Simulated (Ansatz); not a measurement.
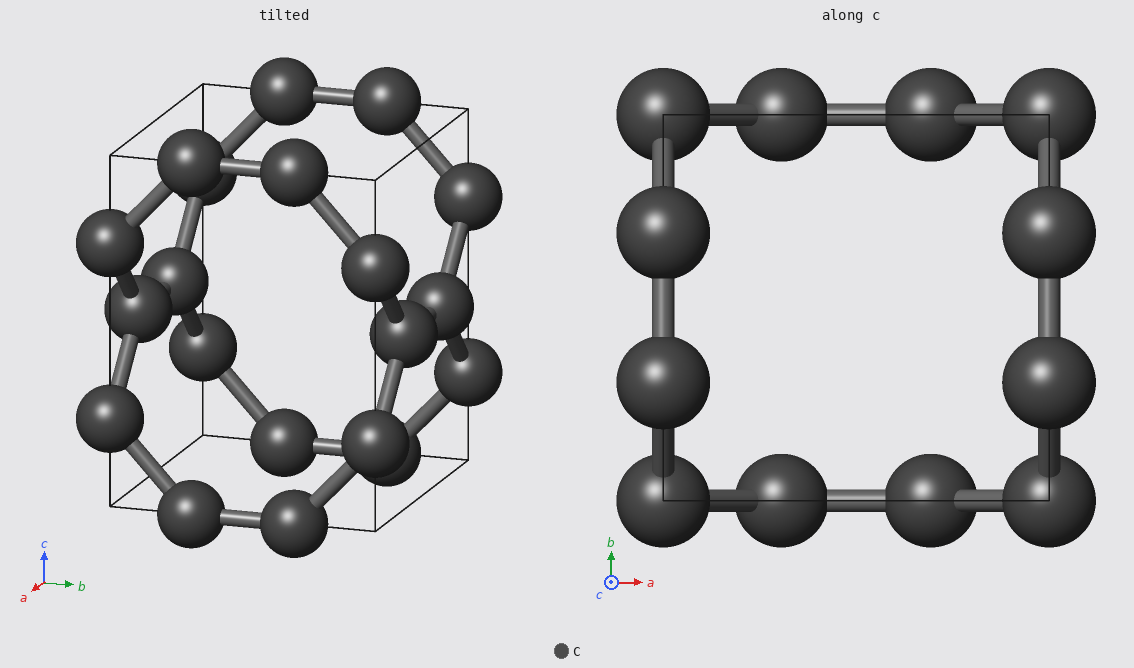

We look at a ball-and-stick model of the crystal slightly off an axis and along the c axis. The box is the conventional unit cell; atoms on or close to its faces, edges and corners are drawn wherever they repeat.

C, space group P4_2/mmc (No. 131), a = 3.44 Å, b = 3.44 Å, c = 4.46 Å, α = 90.00°, β = 90.00°, γ = 90.00°.

All computed values are from DFT PBE, scalar-relativistic, plane waves, PAW (Ansatz 0.2.0). Settings: plane waves up to 420 eV, k-point mesh 10×10×6, Gaussian smearing of 0.02 eV, no spin polarisation.

Is the electronic structure metallic or gapped?

A semiconductor at this level, with a gap of 0.66 eV on the k-mesh (the true edges may lie between mesh points, so the gap can be somewhat smaller).

Its origin is a structure type filled with this element by a generator (whether the element takes this form wasn't checked). What is shown is the relaxed result from DFT PBE, scalar-relativistic, plane waves, PAW (Ansatz).
